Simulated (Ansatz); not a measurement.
**SrTiO$_{3}$: single-point calculation (part 2 of 2)**

SrTiO$_{3}$ (slab, 30 atoms in the cell); DFT PBEsol, scalar-relativistic, plane waves, PAW, no spin polarisation (Ansatz 0.2.0); cutoff 420 eV, 5×5×1 k-mesh, Gaussian smearing of 0.05 eV. The structure derives from an entry of the Crystallography Open Database. It belongs to a series of runs on one base structure; here: (1 1 0) slab cut from the bulk.

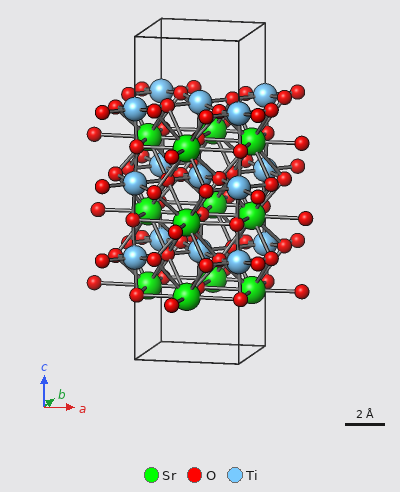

Fig. 1: The structure (ball-and-stick view of the cell of the calculation, with the vacuum cut short, seen slightly off an axis; bonded neighbours outside the cell are drawn too). An atom can appear more than once, as a periodic image.

## Output, continued
```
SCF iter   1: F=—  HF=-45938.502566 eV  |F-HF|=—  |Δ(HF+E_count)|=         —  Δρ=1.12e-2  dr2=8.10e-1  ethr=1.77e-3  p=-0.459 e·Å  D=-1.10e-1 V/Å  ΔV_dip=2.74 eV  dr2_dipole=1.61e-3  V_vac-E_F(+/−)=4.31/1.57 eV  ⟨swp⟩=8.8  Hψ=7305  notcnv=0  defer=44
efield: sawtooth ramp at fractional position 0.9800 (placed from the atoms, in the widest stretch of the axis that holds none; the zero of the levels goes with the place), width 0.0400; the density the first Hamiltonian is built on has a dipole p = -0.459 e·Å; the dipole correction subtracts the counter field D = -1.10e-1 V/Å, which shifts the + side's vacuum level by +2.74 eV against the − side's; the planar-averaged density in the ramp window peaks in size at 3.7e-5 e/Å³
preconditioner: auto → Resta (q_TF=auto, 2.254 Å⁻¹)  ε∞=3.5  [insulator: Δε(μ)=0.676 eV  Ē_g=11.444 eV  σ=0.050 eV  W_gap=1.00  n_scr=128 (ndim 8)  ℏωp=18.1 eV  f_vac=0.494  D(μ)=0.00/eV (n_scr^D=0)  ε∞_Penn≈3.5  vacuum switching on, ρ_ref=9.5e-3 e/Å³]
SCF iter   2: F=—  HF=-45938.396503 eV  |F-HF|=—  |Δ(HF+E_count)|=   1.06e-1  Δρ=6.85e-3  dr2=3.62e-1  ethr=3.37e-4  p=-0.460 e·Å  D=-1.10e-1 V/Å  ΔV_dip=2.75 eV  dr2_dipole=1.22e-3  V_vac-E_F(+/−)=4.38/1.63 eV  ⟨swp⟩=2.9  Hψ=2436  notcnv=0  defer=220
SCF iter   3: F=—  HF=-45938.333546 eV  |F-HF|=—  |Δ(HF+E_count)|=   6.30e-2  Δρ=1.46e-3  dr2=1.71e-2  ethr=1.51e-4  p=-0.459 e·Å  D=-1.10e-1 V/Å  ΔV_dip=2.74 eV  dr2_dipole=1.96e-5  V_vac-E_F(+/−)=4.32/1.58 eV  ⟨swp⟩=3.1  Hψ=1814  notcnv=0  defer=220
SCF iter   4: F=—  HF=-45938.332362 eV  |F-HF|=—  |Δ(HF+E_count)|=   1.18e-3  Δρ=7.42e-4  dr2=4.65e-3  ethr=7.13e-6  p=-0.471 e·Å  D=-1.13e-1 V/Å  ΔV_dip=2.81 eV  dr2_dipole=9.41e-6  V_vac-E_F(+/−)=4.34/1.52 eV  ⟨swp⟩=2.1  Hψ=1973  notcnv=0  defer=220
SCF iter   5: F=—  HF=-45938.332207 eV  |F-HF|=—  |Δ(HF+E_count)|=   1.55e-4  Δρ=3.60e-4  dr2=9.84e-4  ethr=1.94e-6  p=-0.474 e·Å  D=-1.14e-1 V/Å  ΔV_dip=2.83 eV  dr2_dipole=1.39e-7  V_vac-E_F(+/−)=4.31/1.48 eV  ⟨swp⟩=2.1  Hψ=1769  notcnv=0  defer=220
SCF iter   6: F=—  HF=-45938.332332 eV  |F-HF|=—  |Δ(HF+E_count)|=   1.25e-4  Δρ=9.63e-5  dr2=8.76e-5  ethr=4.10e-7  p=-0.477 e·Å  D=-1.15e-1 V/Å  ΔV_dip=2.85 eV  dr2_dipole=5.61e-6  V_vac-E_F(+/−)=4.30/1.45 eV  ⟨swp⟩=2.3  Hψ=1834  notcnv=0  defer=220
SCF iter   7: F=—  HF=-45938.331861 eV  |F-HF|=—  |Δ(HF+E_count)|=   4.71e-4  Δρ=4.72e-5  dr2=2.22e-5  ethr=3.65e-8  p=-0.479 e·Å  D=-1.15e-1 V/Å  ΔV_dip=2.86 eV  dr2_dipole=4.01e-9  V_vac-E_F(+/−)=4.30/1.44 eV  ⟨swp⟩=2.0  Hψ=2101  notcnv=0  defer=220
SCF iter   8: F=—  HF=-45938.331870 eV  |F-HF|=—  |Δ(HF+E_count)|=   8.87e-6  Δρ=2.88e-5  dr2=7.20e-6  ethr=9.26e-9  p=-0.480 e·Å  D=-1.15e-1 V/Å  ΔV_dip=2.87 eV  dr2_dipole=1.85e-7  V_vac-E_F(+/−)=4.30/1.43 eV  ⟨swp⟩=2.0  Hψ=1847  notcnv=0  defer=220
SCF iter   9: F=—  HF=-45938.331872 eV  |F-HF|=—  |Δ(HF+E_count)|=   2.49e-6  Δρ=9.97e-6  dr2=9.30e-7  ethr=3.00e-9  p=-0.480 e·Å  D=-1.15e-1 V/Å  ΔV_dip=2.87 eV  dr2_dipole=2.15e-8  V_vac-E_F(+/−)=4.30/1.43 eV  ⟨swp⟩=2.4  Hψ=1841  notcnv=0  defer=220
SCF iter  10: F=—  HF=-45938.331873 eV  |F-HF|=—  |Δ(HF+E_count)|=   4.47e-7  Δρ=4.73e-6  dr2=1.68e-7  ethr=3.87e-10  p=-0.480 e·Å  D=-1.15e-1 V/Å  ΔV_dip=2.87 eV  dr2_dipole=7.65e-10  V_vac-E_F(+/−)=4.30/1.43 eV  ⟨swp⟩=3.0  Hψ=1949  notcnv=0  defer=220
SCF iter  11: F=-45938.331873 eV  HF=-45938.331873 eV  |F-HF|=1.66e-8  |Δ(HF+E_count)|=   3.24e-8  Δρ=2.71e-6  dr2=5.22e-8  ethr=4.17e-11  p=-0.480 e·Å  D=-1.15e-1 V/Å  ΔV_dip=2.87 eV  dr2_dipole=9.74e-12  V_vac-E_F(+/−)=4.30/1.43 eV  ⟨swp⟩=22.7  Hψ=14289  notcnv=0
SCF 1 converged in 11 iterations: F = -45938.331873 eV  dr2 = 5.22e-8
  greatest PAW one-centre occupation: 0.999 electrons in one spin orbital (limit 2), on the Ti atom at site 5 (counted from 0), in its partial waves of l = 0
WARN: The output density's exchange-correlation potential varies sharply where the density is thin. Do not read a vacuum level from v_tot or v_xc, or from such a field of the output density. On a cell that repeats whose density bears no net charge and no dipole along the vacuum's axis use v_es (v_loc + v_h of the components); under efield.dipole_correction with no amplitude use v_es + v_field, which holds any external_charges[].barrier, or the levels of the report's work_function block, which leave it out; under a non-zero efield.amplitude the vacuum is tilted and has no level; on a cell that repeats and bears such a dipole with no correction it is tilted too, and efield.dipole_correction with no amplitude gives each side of its ramp a level where efield: is served; in a cell that repeats whose density bears a net charge (total_charge, or a fill off its count) it is curved and has none; of a slab under crystal.periodic whose density bears no net charge use v_es, which has a level on each side, short of where the two are joined; of another it falls or rises all the way out and has none; of a slab beside external_charges read slab_vacuum_level instead, which it has where they leave it neutral. The grid or the basis barely resolves most such structure, and the values can differ between equally converged runs; as a rule a tighter scf.convergence.dr2_threshold does not remove it. Where the density itself ripples (under the LDA too) a higher basis.ecutwfc lessens it. The files hold the spikes' plane waves up to the density's cutoff. Files: v_tot_of_output_density and the like, and their columns of v_z.tsv (output.write_potential); v_xc_of_output_density and the like, and their columns of v_comp_z.tsv (output.write_potential_components). Measured: with its Gaussian average of σ = 0.25 Å subtracted twice, the exchange-correlation potential is over 0.1 eV at 529 of the grid points where the equally averaged density (valence and model cores) is under 1e-3 e/Å³, and 0.280 eV at the most among them, at an averaged density of 8.2e-7 e/Å³. The input density's (outcome.potential() and, of a run that writes arrays, v_tot and v_xc) is over 0.1 eV, so measured, at 37 points of its own thin density, 0.130 eV at the most. See output.write_potential in the manual, Limitations
SCF converged after 11 iterations
Free energy (F): -45938.331873 eV
Harris-Foulkes:  -45938.331873 eV  (|F-HF|=1.66e-8)
Internal energy: -45938.331873 eV  (E = F + TS)
E sigma→0 (E₀):  -45938.331873 eV
Fermi energy:    3.783874 eV
Dipole field:    D = -0.115196 V/Å  (p = -0.480091 e·Å, saw-weighted, corrected)
Work function:   Φ+ = 4.2966 eV   Φ− = 1.4292 eV
Levels:          The Fermi level and band energies are counted from a zero that moves with the ramp; work functions are not
--- Per-component energies (eV) ---
  E_band       = -3021.859357
  E_kinetic    = 6254.223157
  E_local      = -220069.821769  (includes V_loc(G=0)·N_el)
  E_nonlocal   = 2109.894588
  E_hartree    = 106984.854688
  E_xc         = -2937.310084
  E_vxc        = -3402.049422  (∫ρ·V_xc dr)
  E_paw        = -24725.142468  (= ΣΔE_a)
  E_vpaw       = -1886.593528  (= ΣTr[D̂ρ^β])
  E_aug_tail   = 0.044753  (compensation charges beyond the density's cutoff)
  E_efield     = 0.027652  (sawtooth field / dipole correction)
  E_vefield    = 2.775074  (∫n·V_field dr)
  E_ewald      = 86442.620036
  E_core_change = 2.277573  (= ΣΔE_core)
  E_smearing   = -0.000000  (= −TS)
  E_closure    = -0.000000  (closes the sum)
  Σ components = -45938.331873   (vs F -45938.331873, Δ=0.00e0)
--- Forces (eV/Å), atoms counted from 1 ---
  atom   1  Sr    -0.19890260    -0.19766184     1.41371840
  atom   2  Sr     0.19890260     0.19766184     1.41371840
  atom   3  O     -0.06127113     0.06165574    -0.68614624
  atom   4  O      0.06127113    -0.06165574    -0.68614624
  atom   5  O      0.00000000     0.00000000    -0.14314155
  atom   6  Ti    -0.12001368     0.12076703    -0.77884720
  atom   7  Ti     0.12001368    -0.12076703    -0.77884720
  atom   8  O      0.00000000     0.00000000    -0.07775156
  atom   9  O      0.00000000     0.00000000    -0.07775156
  atom  10  O      0.00000000     0.00000000    -0.01670784
  atom  11  Sr     0.00090153     0.00089591     0.11586499
  atom  12  Sr    -0.00090153    -0.00089591     0.11586499
  atom  13  O      0.01284900    -0.01292966     0.18648227
  atom  14  O     -0.01284900     0.01292966     0.18648227
  atom  15  O      0.00000000     0.00000000    -0.03243433
  atom  16  Ti    -0.03769380     0.03793041    -0.07354401
  atom  17  Ti     0.03769380    -0.03793041    -0.07354401
  atom  18  O      0.00000000     0.00000000    -0.06153768
  atom  19  O      0.00000000     0.00000000    -0.06153768
  atom  20  O      0.00000000     0.00000000    -0.07703536
  atom  21  Sr    -0.01137181    -0.01130087     0.72825385
  atom  22  Sr     0.01137181     0.01130087     0.72825385
  atom  23  O     -0.07780799     0.07829640     0.83557277
  atom  24  O      0.07780799    -0.07829640     0.83557277
  atom  25  O      0.00000000    -0.00000000     0.47712949
  atom  26  Ti    -0.60224450     0.60602489    -2.02553430
  atom  27  Ti     0.60224450    -0.60602489    -2.02553430
  atom  28  O      0.00000000    -0.00000000     0.25028269
  atom  29  O      0.00000000    -0.00000000     0.25028269
  atom  30  O      0.00000000    -0.00000000     0.13849770
  max |Σ_I F_I| component: 6.39e-5 eV/Å
--- Stress (GPa, compression-positive) ---
       -2.656456      -0.081872       0.000000
       -0.081872      -2.655432       0.000000
        0.000000       0.000000      -1.646129
  P = ⅓ Tr σ = -2.3193 GPa (-23.193 kbar)
--- Band table (eV; the first three rows and the last of 9) ---
  k-point 0: bands = ["-53.7508", "-53.7480", "-53.7099", "-53.7075", "-53.7070", "-53.7049", "-31.3441", "-31.3030", "-30.2611", "-30.2371", "-30.2154", "-30.1978", "-30.1966", "-30.1860", "-30.1850", "-30.1725", "-30.1271", "-30.1243", "-30.1148", "-30.1115", "-30.1107", "-30.0842", "-30.0333", "-30.0292", "-30.0273", "-30.0109", "-29.9669", "-29.9667", "-29.7481", "-29.7196", "-15.2944", "-15.0479", "-14.3400", "-14.2812", "-14.2427", "-14.2099", "-14.1581", "-14.0208", "-13.9893", "-13.9154", "-13.9025", "-13.8682", "-13.7392", "-13.5231", "-13.4770", "-13.4713", "-13.2826", "-13.2569", "-13.2166", "-13.1823", "-13.0208", "-12.9844", "-12.8960", "-12.8073", "-12.2570", "-12.1002", "-12.0792", "-12.0609", "-11.9342", "-11.8438", "-11.8140", "-11.8132", "-11.7783", "-11.6308", "-11.5217", "-11.3748", "-2.2778", "-2.2149", "-2.1907", "-1.9080", "-1.8208", "-1.7131", "-1.6854", "-1.6020", "-1.4643", "-1.2998", "-1.2913", "-1.2643", "-0.9410", "-0.9169", "-0.8798", "-0.8379", "-0.6016", "-0.5805", "-0.5214", "-0.4777", "-0.3673", "-0.2572", "-0.1302", "-0.1233", "0.0289", "0.0815", "0.3332", "0.3538", "0.4085", "0.4655", "0.7949", "0.8947", "0.9067", "0.9360", "0.9929", "1.1091", "1.1541", "1.1787", "1.2064", "1.5231", "1.6308", "1.6848", "1.6933", "1.6988", "1.7685", "1.9027", "1.9152", "2.1321", "2.1394", "2.1458", "2.2998", "2.5175", "2.5438", "3.3033", "4.2645", "4.3417", "4.3445", "4.5111", "4.5238", "4.7636", "5.1911", "5.2153", "5.8696", "5.8711", "5.9437", "6.0474", "6.2082", "6.2889", "6.4009", "6.4979", "6.6058", "6.6483", "6.6669", "6.7134", "6.7955", "6.8716", "6.8901", "6.9313", "7.1446", "7.2008", "7.2720", "7.3897", "7.5892", "7.7702"]
  k-point 1: bands = ["-53.7505", "-53.7483", "-53.7096", "-53.7073", "-53.7072", "-53.7052", "-31.3403", "-31.3071", "-30.2568", "-30.2379", "-30.2122", "-30.1979", "-30.1904", "-30.1810", "-30.1785", "-30.1734", "-30.1432", "-30.1324", "-30.1240", "-30.1191", "-30.1012", "-30.0852", "-30.0283", "-30.0241", "-30.0222", "-30.0070", "-29.9755", "-29.9730", "-29.7424", "-29.7201", "-15.2100", "-14.9952", "-14.5338", "-14.3287", "-14.3088", "-14.2300", "-14.1491", "-14.0481", "-13.9659", "-13.9435", "-13.8741", "-13.8657", "-13.7712", "-13.6886", "-13.6552", "-13.4514", "-13.3015", "-13.2852", "-13.1875", "-13.0804", "-13.0507", "-12.9233", "-12.7785", "-12.6928", "-12.1782", "-12.1009", "-12.0458", "-11.9715", "-11.9259", "-11.8402", "-11.7892", "-11.7512", "-11.6983", "-11.6225", "-11.5249", "-11.4047", "-2.1243", "-2.0278", "-1.9466", "-1.7408", "-1.6958", "-1.6527", "-1.5802", "-1.5614", "-1.3954", "-1.2704", "-1.2319", "-1.1231", "-1.0456", "-0.9080", "-0.8319", "-0.7632", "-0.7130", "-0.7028", "-0.6056", "-0.5920", "-0.5384", "-0.4604", "-0.3289", "-0.2058", "-0.0410", "-0.0249", "0.0896", "0.2259", "0.4844", "0.5583", "0.6812", "0.8158", "0.8911", "0.9698", "0.9929", "1.0485", "1.0870", "1.1863", "1.2094", "1.2413", "1.4865", "1.5016", "1.5533", "1.6618", "1.7031", "1.7103", "1.7823", "1.9369", "1.9695", "2.0634", "2.1120", "2.1422", "2.3873", "3.1377", "4.4895", "4.6478", "4.6800", "4.7280", "4.7388", "5.1708", "5.2597", "5.2827", "5.8818", "5.8923", "6.0512", "6.0697", "6.1356", "6.2149", "6.2958", "6.3605", "6.4762", "6.5445", "6.5974", "6.6095", "6.6888", "6.8321", "7.0239", "7.2001", "7.2905", "7.3012", "7.5121", "7.5759", "7.7613", "7.9383"]
  k-point 2: bands = ["-53.7498", "-53.7490", "-53.7089", "-53.7080", "-53.7066", "-53.7058", "-31.3302", "-31.3176", "-30.2481", "-30.2411", "-30.2040", "-30.1987", "-30.1770", "-30.1728", "-30.1668", "-30.1639", "-30.1602", "-30.1504", "-30.1424", "-30.1376", "-30.0951", "-30.0886", "-30.0152", "-30.0112", "-30.0088", "-30.0045", "-29.9952", "-29.9890", "-29.7313", "-29.7231", "-15.0163", "-14.8398", "-14.8023", "-14.5760", "-14.2597", "-14.2090", "-14.1571", "-14.1164", "-14.0561", "-13.9497", "-13.9304", "-13.9203", "-13.8770", "-13.8485", "-13.6457", "-13.3956", "-13.3510", "-13.2980", "-13.1756", "-13.1691", "-13.0149", "-12.9596", "-12.5524", "-12.4879", "-12.1129", "-12.0581", "-11.9992", "-11.8996", "-11.8388", "-11.8196", "-11.7667", "-11.6533", "-11.6236", "-11.5390", "-11.5023", "-11.4743", "-1.8393", "-1.7878", "-1.7221", "-1.5250", "-1.4845", "-1.4127", "-1.3087", "-1.2175", "-1.2148", "-1.2075", "-1.1325", "-1.0610", "-1.0120", "-0.9380", "-0.8484", "-0.7996", "-0.7624", "-0.7461", "-0.7091", "-0.6813", "-0.5563", "-0.5385", "-0.4811", "-0.3011", "-0.2547", "-0.1726", "-0.0527", "0.0069", "0.0472", "0.1613", "0.2277", "0.3356", "0.6311", "0.6592", "0.6918", "0.8549", "1.0806", "1.1927", "1.2333", "1.2615", "1.3806", "1.4031", "1.4285", "1.5216", "1.5913", "1.5987", "1.6564", "1.6912", "1.7524", "1.8169", "1.8536", "2.0182", "2.3626", "2.7840", "4.9435", "5.0995", "5.2394", "5.3539", "5.4443", "5.5342", "5.5537", "5.5925", "5.7301", "5.7697", "5.8833", "5.9610", "5.9980", "6.0067", "6.0329", "6.0720", "6.1349", "6.2124", "6.3208", "6.4209", "6.5528", "6.6267", "6.8164", "7.5908", "7.7059", "7.9472", "8.1093", "8.2819", "8.3314", "8.3382"]
  k-point 8: bands = ["-53.7495", "-53.7493", "-53.7085", "-53.7084", "-53.7063", "-53.7062", "-31.3259", "-31.3226", "-30.2421", "-30.2410", "-30.2371", "-30.2335", "-30.1940", "-30.1882", "-30.1767", "-30.1752", "-30.1286", "-30.1241", "-30.1152", "-30.1118", "-30.0899", "-30.0877", "-30.0420", "-30.0393", "-30.0084", "-30.0050", "-29.9709", "-29.9641", "-29.7233", "-29.7212", "-15.1334", "-15.1213", "-14.8290", "-14.8023", "-14.3516", "-14.2904", "-14.2318", "-14.2187", "-14.0424", "-13.9851", "-13.9006", "-13.8752", "-13.8650", "-13.8498", "-13.5525", "-13.4646", "-13.2841", "-13.1776", "-13.1569", "-13.1059", "-13.0245", "-12.9561", "-12.2992", "-12.2299", "-12.0549", "-12.0463", "-11.9441", "-11.8798", "-11.7584", "-11.7355", "-11.6784", "-11.5847", "-11.5167", "-11.4752", "-11.4043", "-11.3155", "-2.1180", "-2.0405", "-2.0361", "-2.0254", "-1.9456", "-1.8703", "-1.6298", "-1.5935", "-1.4070", "-1.3737", "-1.3501", "-1.1889", "-0.8571", "-0.8352", "-0.8091", "-0.6454", "-0.6265", "-0.5660", "-0.5221", "-0.4811", "-0.4220", "-0.3291", "-0.2512", "-0.2235", "-0.1362", "-0.1142", "0.0728", "0.0753", "0.2630", "0.2853", "0.5585", "0.6310", "0.6545", "0.7152", "0.8334", "0.8637", "0.8767", "0.9244", "0.9682", "1.0078", "1.1255", "1.2364", "1.3715", "1.3821", "1.4182", "1.4972", "1.5419", "1.6317", "1.6637", "1.6638", "1.7768", "1.9248", "2.1039", "2.1829", "4.5891", "4.8050", "5.2438", "5.3741", "5.6392", "5.8765", "5.9235", "5.9428", "5.9974", "6.0454", "6.0733", "6.1477", "6.1772", "6.2100", "6.2372", "6.2844", "6.3087", "6.4018", "6.5382", "6.5552", "6.6195", "6.6304", "6.6447", "7.0665", "7.3999", "7.5757", "7.7179", "7.7451", "8.0623", "8.3260"]
```

## Summary

- outcome: converged
- electrons treated: 240
- free energy: −45938.3319 eV
- work function, top face: 4.30 eV
- work function, bottom face: 1.43 eV
- Fermi energy: 3.784 eV
- gap on the k-point mesh: 0.96 eV
- work function (upper face): 4.30 eV
- largest force (length of the vector): 2.198 eV/Å
- hardware: 4 threads of Arm Neoverse V2, 24 GiB of memory available, shared host
- wall time: 69 s (CPU time 4.5 min)
- peak memory: 2.6 GiB

## Remarks

Warnings of the run: the exchange-correlation potential is rough where the density is thin.
